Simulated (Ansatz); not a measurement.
# Mg₁₂O₁₃: geometry relaxation (part 2 of 5)

Mg₁₂O₁₃ (slab, 25 atoms in the cell); DFT PBE, scalar-relativistic, plane waves, PAW, spin-polarised (Ansatz 0.2.0); cutoff 420 eV, 2×2×1 k-mesh, Gaussian smearing of 0.02 eV, collinear spins. The structure derives from an entry of the Crystallography Open Database. The input holds or restrains some coordinates. Forces given for the steps count only the free coordinates. It belongs to a series of runs on one base structure; here: end point A relaxed.

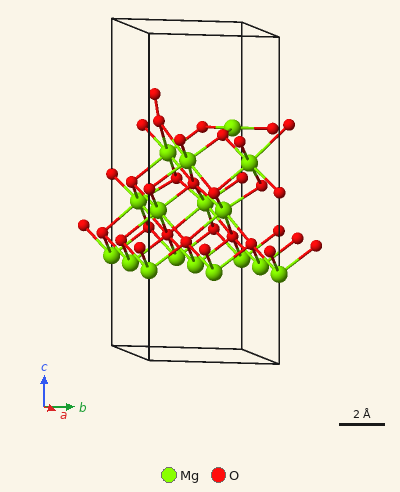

*The geometry at step 13 of the log (ball-and-stick view of the cell of the calculation, with the vacuum cut short, seen slightly off an axis; bonded neighbours outside the cell are drawn too).*

The program's output, continued
```
relax step   4: F+E_penalty+E_count = -30476.38467460 eV  Δ(F+E_penalty+E_count) = -9.186e-2 eV  max|allowed force component| = 6.249e-1 eV/Å  Δτ_max = 0.2000 Å  (15 SCF iters, dr2 threshold 4.40e-5 eV, accepted)
preconditioner: auto → Resta (q_TF=auto, 2.309 Å⁻¹)  ε∞=2.6  [insulator: Δε(μ)=0.158 eV  Ē_g=12.839 eV  σ=0.020 eV  W_gap=0.61  n_scr=108 (ndim 8)  ℏωp=16.0 eV  f_vac=0.446  D(μ)=22.92/eV (n_scr^D=188)  ε∞_Penn≈2.6  vacuum switching on, ρ_ref=1.2e-2 e/Å³]
spin=Collinear: Resta preconditioning applied to the charge; magnetization (m = ρ↑ − ρ↓) channel mixes plain (no charge-response kernel on spin).
preconditioner: auto → LDOS  [metal: Δε(μ)=0.011 eV  Ē_g=12.789 eV  σ=0.020 eV  W_gap=0.28  n_scr=108 (ndim 8)  ℏωp=16.0 eV  f_vac=0.446  D(μ)=20.04/eV (n_scr^D=176)]
spin=Collinear: LDOS preconditioning applied to the charge; magnetization (m = ρ↑ − ρ↓) channel mixes plain (no charge-response kernel on spin).
relax step   5: F+E_penalty+E_count = -30476.43462124 eV  Δ(F+E_penalty+E_count) = -4.995e-2 eV  max|allowed force component| = 2.305e-1 eV/Å  Δτ_max = 0.1950 Å  (14 SCF iters, dr2 threshold 4.20e-5 eV, accepted)
preconditioner: auto → Resta (q_TF=auto, 2.309 Å⁻¹)  ε∞=2.6  [insulator: Δε(μ)=0.181 eV  Ē_g=12.800 eV  σ=0.020 eV  W_gap=0.55  n_scr=108 (ndim 8)  ℏωp=16.0 eV  f_vac=0.445  D(μ)=20.79/eV (n_scr^D=176)  ε∞_Penn≈2.6  vacuum switching on, ρ_ref=1.2e-2 e/Å³]
spin=Collinear: Resta preconditioning applied to the charge; magnetization (m = ρ↑ − ρ↓) channel mixes plain (no charge-response kernel on spin).
preconditioner: auto → LDOS  [metal: Δε(μ)=0.017 eV  Ē_g=12.759 eV  σ=0.020 eV  W_gap=0.41  n_scr=108 (ndim 8)  ℏωp=16.0 eV  f_vac=0.445  D(μ)=21.01/eV (n_scr^D=188)]
spin=Collinear: LDOS preconditioning applied to the charge; magnetization (m = ρ↑ − ρ↓) channel mixes plain (no charge-response kernel on spin).
relax step   6: F+E_penalty+E_count = -30476.47232724 eV  Δ(F+E_penalty+E_count) = -3.771e-2 eV  max|allowed force component| = 1.938e-1 eV/Å  Δτ_max = 0.1524 Å  (21 SCF iters, dr2 threshold 7.23e-6 eV, accepted)
preconditioner: auto → Resta (q_TF=auto, 2.309 Å⁻¹)  ε∞=2.6  [insulator: Δε(μ)=0.096 eV  Ē_g=12.814 eV  σ=0.020 eV  W_gap=0.61  n_scr=108 (ndim 8)  ℏωp=16.0 eV  f_vac=0.446  D(μ)=22.96/eV (n_scr^D=200)  ε∞_Penn≈2.6  vacuum switching on, ρ_ref=1.2e-2 e/Å³]
spin=Collinear: Resta preconditioning applied to the charge; magnetization (m = ρ↑ − ρ↓) channel mixes plain (no charge-response kernel on spin).
The SCF converged. Along the directions that its mixing steps explored, a Ritz value of the dielectric operator 1 − χ₀K read negative at each of the last 4 readings (its real part and the size of its imaginary part sum to between -0.15 and -0.083).
relax step   7: F+E_penalty+E_count = -30476.48736853 eV  Δ(F+E_penalty+E_count) = -1.504e-2 eV  max|allowed force component| = 2.925e-1 eV/Å  Δτ_max = 0.1842 Å  (26 SCF iters, dr2 threshold 5.11e-6 eV, accepted)
preconditioner: auto → Resta (q_TF=auto, 2.309 Å⁻¹)  ε∞=2.6  [insulator: Δε(μ)=0.157 eV  Ē_g=12.738 eV  σ=0.020 eV  W_gap=0.70  n_scr=108 (ndim 8)  ℏωp=16.0 eV  f_vac=0.445  D(μ)=24.95/eV (n_scr^D=224)  ε∞_Penn≈2.6  vacuum switching on, ρ_ref=1.2e-2 e/Å³]
spin=Collinear: Resta preconditioning applied to the charge; magnetization (m = ρ↑ − ρ↓) channel mixes plain (no charge-response kernel on spin).
  greatest PAW one-centre occupation: 1.000 electrons in one spin orbital (limit 2), on the Mg atom at site 18 (counted from 0), in its partial waves of l = 1
relax step   8: F+E_penalty+E_count = -30476.50995758 eV  Δ(F+E_penalty+E_count) = -2.259e-2 eV  max|allowed force component| = 5.682e-2 eV/Å  Δτ_max = 0.0665 Å  (30 SCF iters, accepted)
preconditioner: auto → Resta (q_TF=auto, 2.309 Å⁻¹)  ε∞=2.6  [insulator: Δε(μ)=0.171 eV  Ē_g=12.688 eV  σ=0.020 eV  W_gap=0.53  n_scr=108 (ndim 8)  ℏωp=16.0 eV  f_vac=0.442  D(μ)=19.29/eV (n_scr^D=162)  ε∞_Penn≈2.6  vacuum switching on, ρ_ref=1.2e-2 e/Å³]
spin=Collinear: Resta preconditioning applied to the charge; magnetization (m = ρ↑ − ρ↓) channel mixes plain (no charge-response kernel on spin).
relax step   9: F+E_penalty+E_count = -30476.50414328 eV  Δ(F+E_penalty+E_count) = +5.814e-3 eV  max|allowed force component| = 1.513e0 eV/Å  Δτ_max = 0.1929 Å  (22 SCF iters, rejected (line search))
preconditioner: auto → Resta (q_TF=auto, 2.309 Å⁻¹)  ε∞=2.6  [insulator: Δε(μ)=0.041 eV  Ē_g=12.698 eV  σ=0.020 eV  W_gap=0.84  n_scr=108 (ndim 8)  ℏωp=16.0 eV  f_vac=0.445  D(μ)=7.88/eV (n_scr^D=38)  ε∞_Penn≈2.6  vacuum switching on, ρ_ref=1.2e-2 e/Å³]
spin=Collinear: Resta preconditioning applied to the charge; magnetization (m = ρ↑ − ρ↓) channel mixes plain (no charge-response kernel on spin).
relax step  10: F+E_penalty+E_count = -30476.51955428 eV  Δ(F+E_penalty+E_count) = -9.597e-3 eV  max|allowed force component| = 1.044e-1 eV/Å  Δτ_max = 0.0965 Å  (16 SCF iters, accepted)
preconditioner: auto → Resta (q_TF=auto, 2.309 Å⁻¹)  ε∞=2.6  [insulator: Δε(μ)=0.027 eV  Ē_g=12.679 eV  σ=0.020 eV  W_gap=0.65  n_scr=108 (ndim 8)  ℏωp=16.0 eV  f_vac=0.442  D(μ)=12.89/eV (n_scr^D=64)  ε∞_Penn≈2.6  vacuum switching on, ρ_ref=1.2e-2 e/Å³]
spin=Collinear: Resta preconditioning applied to the charge; magnetization (m = ρ↑ − ρ↓) channel mixes plain (no charge-response kernel on spin).
relax step  11: F+E_penalty+E_count = -30476.53093133 eV  Δ(F+E_penalty+E_count) = -1.138e-2 eV  max|allowed force component| = 2.398e-1 eV/Å  Δτ_max = 0.0968 Å  (15 SCF iters, accepted)
preconditioner: auto → Resta (q_TF=auto, 2.309 Å⁻¹)  ε∞=2.6  [insulator: Δε(μ)=0.025 eV  Ē_g=12.629 eV  σ=0.020 eV  W_gap=0.61  n_scr=108 (ndim 8)  ℏωp=16.0 eV  f_vac=0.440  D(μ)=13.11/eV (n_scr^D=70)  ε∞_Penn≈2.6  vacuum switching on, ρ_ref=1.2e-2 e/Å³]
spin=Collinear: Resta preconditioning applied to the charge; magnetization (m = ρ↑ − ρ↓) channel mixes plain (no charge-response kernel on spin).
relax step  12: F+E_penalty+E_count = -30476.54655044 eV  Δ(F+E_penalty+E_count) = -1.562e-2 eV  max|allowed force component| = 7.508e-1 eV/Å  Δτ_max = 0.1455 Å  (16 SCF iters, accepted)
preconditioner: auto → Resta (q_TF=auto, 2.309 Å⁻¹)  ε∞=2.6  [insulator: Δε(μ)=0.034 eV  Ē_g=12.565 eV  σ=0.020 eV  W_gap=0.75  n_scr=108 (ndim 8)  ℏωp=16.0 eV  f_vac=0.438  D(μ)=10.45/eV (n_scr^D=52)  ε∞_Penn≈2.6  vacuum switching on, ρ_ref=1.1e-2 e/Å³]
spin=Collinear: Resta preconditioning applied to the charge; magnetization (m = ρ↑ − ρ↓) channel mixes plain (no charge-response kernel on spin).
relax step  13: F+E_penalty+E_count = -30476.57367477 eV  Δ(F+E_penalty+E_count) = -2.712e-2 eV  max|allowed force component| = 9.971e-1 eV/Å  Δτ_max = 0.1948 Å  (17 SCF iters, accepted)
preconditioner: auto → LDOS  [metal: Δε(μ)=0.012 eV  Ē_g=12.500 eV  σ=0.020 eV  W_gap=0.31  n_scr=108 (ndim 8)  ℏωp=16.0 eV  f_vac=0.436  D(μ)=34.38/eV (n_scr^D=372)]
spin=Collinear: LDOS preconditioning applied to the charge; magnetization (m = ρ↑ − ρ↓) channel mixes plain (no charge-response kernel on spin).
relax step  14: F+E_penalty+E_count = -30476.62680440 eV  Δ(F+E_penalty+E_count) = -5.313e-2 eV  max|allowed force component| = 5.310e-1 eV/Å  Δτ_max = 0.2000 Å  (28 SCF iters, accepted)
preconditioner: auto → LDOS  [metal: Δε(μ)=0.012 eV  Ē_g=12.446 eV  σ=0.020 eV  W_gap=0.33  n_scr=108 (ndim 8)  ℏωp=16.0 eV  f_vac=0.437  D(μ)=20.52/eV (n_scr^D=176)]
spin=Collinear: LDOS preconditioning applied to the charge; magnetization (m = ρ↑ − ρ↓) channel mixes plain (no charge-response kernel on spin).
preconditioner: auto → Resta (q_TF=auto, 2.309 Å⁻¹)  ε∞=2.7  [insulator: Δε(μ)=0.020 eV  Ē_g=12.439 eV  σ=0.020 eV  W_gap=0.51  n_scr=108 (ndim 8)  ℏωp=16.0 eV  f_vac=0.438  D(μ)=16.19/eV (n_scr^D=108)  ε∞_Penn≈2.7  vacuum switching on, ρ_ref=1.1e-2 e/Å³]
spin=Collinear: Resta preconditioning applied to the charge; magnetization (m = ρ↑ − ρ↓) channel mixes plain (no charge-response kernel on spin).
relax step  15: F+E_penalty+E_count = -30476.46423293 eV  Δ(F+E_penalty+E_count) = +1.626e-1 eV  max|allowed force component| = 1.031e0 eV/Å  Δτ_max = 0.1576 Å  (46 SCF iters, rejected (line search))
eigensolver tolerance schedule calibrated: the retry pair's looser diagonalisation under-reported the residual by θ = 0.20 (0.29/decade); ethr = c·dr2/N_el runs at the constant in force after the calibration composes with the one it found (an armed cap, an earlier calibration), c = 1.2e-2
preconditioner: auto → Resta (q_TF=auto, 2.309 Å⁻¹)  ε∞=2.7  [insulator: Δε(μ)=0.020 eV  Ē_g=12.366 eV  σ=0.020 eV  W_gap=0.51  n_scr=108 (ndim 8)  ℏωp=16.0 eV  f_vac=0.439  D(μ)=19.87/eV (n_scr^D=176)  ε∞_Penn≈2.7  vacuum switching on, ρ_ref=1.1e-2 e/Å³]
spin=Collinear: Resta preconditioning applied to the charge; magnetization (m = ρ↑ − ρ↓) channel mixes plain (no charge-response kernel on spin).
preconditioner: auto → LDOS  [metal: Δε(μ)=0.012 eV  Ē_g=12.355 eV  σ=0.020 eV  W_gap=0.33  n_scr=108 (ndim 8)  ℏωp=16.0 eV  f_vac=0.440  D(μ)=15.01/eV (n_scr^D=108)]
spin=Collinear: LDOS preconditioning applied to the charge; magnetization (m = ρ↑ − ρ↓) channel mixes plain (no charge-response kernel on spin).
Mixer restart at iter 45: flushing history
relax step  16: F+E_penalty+E_count = -30476.64525077 eV  Δ(F+E_penalty+E_count) = -1.845e-2 eV  max|allowed force component| = 8.939e-2 eV/Å  Δτ_max = 0.0762 Å  (48 SCF iters, accepted)
preconditioner: auto → LDOS  [metal: Δε(μ)=0.012 eV  Ē_g=12.405 eV  σ=0.020 eV  W_gap=0.33  n_scr=108 (ndim 8)  ℏωp=16.0 eV  f_vac=0.438  D(μ)=21.17/eV (n_scr^D=188)]
spin=Collinear: LDOS preconditioning applied to the charge; magnetization (m = ρ↑ − ρ↓) channel mixes plain (no charge-response kernel on spin).
relax step  17: F+E_penalty+E_count = -30476.64700020 eV  Δ(F+E_penalty+E_count) = -1.749e-3 eV  max|allowed force component| = 4.419e-2 eV/Å  Δτ_max = 0.0564 Å  (25 SCF iters, accepted)
preconditioner: auto → Resta (q_TF=auto, 2.309 Å⁻¹)  ε∞=2.7  [insulator: Δε(μ)=0.033 eV  Ē_g=12.408 eV  σ=0.020 eV  W_gap=0.76  n_scr=108 (ndim 8)  ℏωp=16.0 eV  f_vac=0.438  D(μ)=8.45/eV (n_scr^D=50)  ε∞_Penn≈2.7  vacuum switching on, ρ_ref=1.1e-2 e/Å³]
spin=Collinear: Resta preconditioning applied to the charge; magnetization (m = ρ↑ − ρ↓) channel mixes plain (no charge-response kernel on spin).
relax step  18: F+E_penalty+E_count = -30476.64668111 eV  Δ(F+E_penalty+E_count) = +3.191e-4 eV  max|allowed force component| = 1.644e-1 eV/Å  Δτ_max = 0.0274 Å  (24 SCF iters, rejected (line search))
preconditioner: auto → LDOS  [metal: Δε(μ)=0.013 eV  Ē_g=12.404 eV  σ=0.020 eV  W_gap=0.35  n_scr=108 (ndim 8)  ℏωp=16.0 eV  f_vac=0.438  D(μ)=25.31/eV (n_scr^D=224)]
spin=Collinear: LDOS preconditioning applied to the charge; magnetization (m = ρ↑ − ρ↓) channel mixes plain (no charge-response kernel on spin).
relax step  19: F+E_penalty+E_count = -30476.64721734 eV  Δ(F+E_penalty+E_count) = -2.171e-4 eV  max|allowed force component| = 2.066e-2 eV/Å  Δτ_max = 0.0134 Å  (33 SCF iters, accepted)
preconditioner: auto → LDOS  [metal: Δε(μ)=0.014 eV  Ē_g=12.403 eV  σ=0.020 eV  W_gap=0.37  n_scr=108 (ndim 8)  ℏωp=16.0 eV  f_vac=0.438  D(μ)=17.19/eV (n_scr^D=120)]
spin=Collinear: LDOS preconditioning applied to the charge; magnetization (m = ρ↑ − ρ↓) channel mixes plain (no charge-response kernel on spin).
relax step  20: F+E_penalty+E_count = -30476.64730952 eV  Δ(F+E_penalty+E_count) = -9.218e-5 eV  max|allowed force component| = 5.084e-3 eV/Å  Δτ_max = 0.0107 Å  (24 SCF iters, accepted)
preconditioner: auto → LDOS  [metal: Δε(μ)=0.010 eV  Ē_g=12.404 eV  σ=0.020 eV  W_gap=0.28  n_scr=108 (ndim 8)  ℏωp=16.0 eV  f_vac=0.438  D(μ)=18.48/eV (n_scr^D=138)]
spin=Collinear: LDOS preconditioning applied to the charge; magnetization (m = ρ↑ − ρ↓) channel mixes plain (no charge-response kernel on spin).
relax step  21: F+E_penalty+E_count = -30476.64733154 eV  Δ(F+E_penalty+E_count) = -2.202e-5 eV  max|allowed force component| = 4.548e-3 eV/Å  Δτ_max = 0.0048 Å  (15 SCF iters, accepted)
NSCF: frozen V_eff on 4 k-points
the band table was solved once a step of the walk had ended and its energy, with any forces and stress, was formed, with the checks that follow a solve (6025 applications of the Hamiltonian). They found nothing against the state; the energy, forces and stress were not computed again (output.eigenvalues in the input reference)
Magnetization: 3.5000 μB (100.7500 up, 97.2500 down)
Absolute magnetization: 3.7004 μB (∫|ρ↑−ρ↓|, with the PAW one-centre terms)
Spin contamination: 0.0178 ħ² per cell (⟨S²⟩ above its minimum at these occupations)
Per-site moments (μB) at R_I (Å): [(0.006520058949930932, 0.8781296641134941), (0.004258148131860145, 0.8781296641134941), (0.0014562839038788707, 0.8781296641134941), (0.03047357690034813, 0.8781296641134941), (0.003040735890528661, 0.8781296641134941), (0.03808572588236503, 0.8781296641134941), (0.007560761479532304, 0.8781296641134941), (0.01700976087747285, 0.8781296641134941), (0.00011213711701489186, 0.8418179016713534), (0.0019868321715507354, 0.8417689509217618), (0.0005868437190258616, 0.8244446113313092), (0.031051803137297655, 0.8244446113313092), (3.175973834639317e-5, 0.8417689509217618), (0.032742208712187276, 0.8250132039817683), (0.0001450189111361276, 0.8418384094369266), (0.03392401324395035, 0.825179488857942), (-0.0011261175379986609, 0.8180631855651257), (0.4103642489879843, 0.5149543250744888), (0.004061144648764335, 0.7773603917188229), (0.40158975708003364, 0.7783908006745685), (-0.0007707671303602322, 0.8174986988437738), (0.393939353336564, 0.7773603917188229), (-0.0006880087603142168, 0.8177375144868403), (0.4000934208819427, 0.7778411188298311), (0.5343047059060059, 0.5149543250744888)]
Free energy (F): -30476.647332 eV
Harris-Foulkes:  -30476.647332 eV  (|F-HF|=1.55e-8)
Internal energy: -30476.643683 eV  (E = F + TS)
E sigma→0 (E₀):  -30476.645507 eV
Entropy (-TS):   -0.003649 eV (-0.146 meV/atom)
Fermi energy:    1.185575 eV
--- Per-component energies (eV) ---
  E_band       = -5133.559677
  E_kinetic    = 3205.242584
  E_local      = -112925.365760  (includes V_loc(G=0)·N_el)
  E_nonlocal   = 1767.807078
  E_hartree    = 52646.321645
  E_xc         = -1316.991107
  E_vxc        = -1685.634637  (∫ρ·V_xc dr)
  E_paw        = -5557.866274  (= ΣΔE_a)
  E_vpaw       = -788.303998  (= ΣTr[D̂ρ^β])
  E_aug_tail   = 0.031666  (compensation charges beyond the density's cutoff)
  E_ewald      = 31704.176486
  E_smearing   = -0.003649  (= −TS)
  E_closure    = 0.000000  (closes the sum)
  Σ components = -30476.647332   (vs F -30476.647332, Δ=0.00e0)
--- Forces (eV/Å), atoms counted from 1 ---
[...]
  atom   1  Mg     0.11812122     0.03481315     1.28380905
  atom   2  O     -0.01432202    -0.02224406    -0.83295900
  atom   3  Mg    -0.05832776    -0.06719091     1.44434870
  atom   4  O      0.03159847     0.01097517    -1.48209544
  atom   5  Mg    -0.11606429    -0.03313220     1.25642004
  atom   6  O      0.01357961     0.01331903    -1.51775315
  atom   7  Mg     0.05992561     0.06921652     1.28893776
  atom   8  O     -0.03451182    -0.00615070    -1.44006594
  atom   9  Mg     0.00106911    -0.00058857    -0.00037907
  atom  10  O      0.00020544    -0.00028968    -0.00345652
  atom  11  Mg    -0.00003595     0.00059706     0.00088211
  atom  12  O      0.00166222    -0.00086429    -0.00073020
  atom  13  Mg    -0.00085416    -0.00027643    -0.00014562
  atom  14  O      0.00041113     0.00177661    -0.00029239
  atom  15  Mg    -0.00016372     0.00110084    -0.00024425
  atom  16  O     -0.00145746    -0.00124388    -0.00068246
  atom  17  Mg     0.00183991    -0.00053066     0.00156177
  atom  18  O     -0.00106859    -0.00269658    -0.00421791
  atom  19  Mg     0.00002498    -0.00089872    -0.00241261
  atom  20  O     -0.00124115     0.00002014     0.00165147
  atom  21  Mg    -0.00273257    -0.00106713     0.00151467
  atom  22  O     -0.00025739    -0.00103732     0.00102674
  atom  23  Mg     0.00012058     0.00454796     0.00142843
  atom  24  O      0.00169331     0.00031563     0.00193119
  atom  25  O      0.00077579     0.00154424     0.00174177
  max |Σ_I F_I| component: 1.81e-4 eV/Å
--- Band table (eV; the first three rows and the last of 8) ---
  k-point 0 ↑: bands = ["-74.1610", "-74.1552", "-74.1283", "-74.0733", "-72.2737", "-72.2702", "-72.2650", "-71.7911", "-71.7109", "-71.7070", "-71.7027", "-71.6502", "-40.9485", "-40.9349", "-40.9280", "-40.9084", "-40.8995", "-40.8936", "-40.8892", "-40.8876", "-40.8629", "-40.8365", "-40.8333", "-40.8069", "-39.0719", "-39.0448", "-39.0426", "-39.0382", "-39.0326", "-39.0322", "-39.0081", "-39.0044", "-39.0031", "-38.6596", "-38.5839", "-38.5478", "-38.5431", "-38.5039", "-38.5037", "-38.4408", "-38.4377", "-38.4361", "-38.4169", "-38.4159", "-38.4109", "-38.4078", "-38.4052", "-38.4034", "-25.4374", "-17.0661", "-16.3137", "-16.2120", "-16.1750", "-16.0431", "-15.4053", "-15.2223", "-14.9607", "-14.9487", "-14.8666", "-14.8607", "-14.5739", "-7.3565", "-6.7778", "-6.6266", "-4.3129", "-4.2984", "-4.2945", "-4.2103", "-3.5092", "-3.5029", "-3.1120", "-2.7227", "-2.1926", "-2.1606", "-2.1114", "-1.9579", "-1.6553", "-1.6157", "-1.4116", "-1.4035", "-1.3406", "-0.8399", "-0.7518", "-0.7494", "-0.6342", "-0.6283", "-0.5455", "-0.5077", "-0.4212", "-0.3178", "-0.3007", "-0.2658", "-0.0810", "-0.0729", "0.2649", "0.2738", "0.3029", "0.3364", "0.6068", "0.6107", "3.3431", "3.4671", "3.5743", "4.4216", "4.5026", "4.5661", "4.6796", "5.3550", "6.2428", "6.6109", "7.8521", "8.1527", "8.6475", "8.6662", "8.6713", "9.2515", "9.5025", "9.6599", "9.6652", "9.8262", "10.0022", "10.0087", "10.1815", "10.2208", "10.3521"]
```
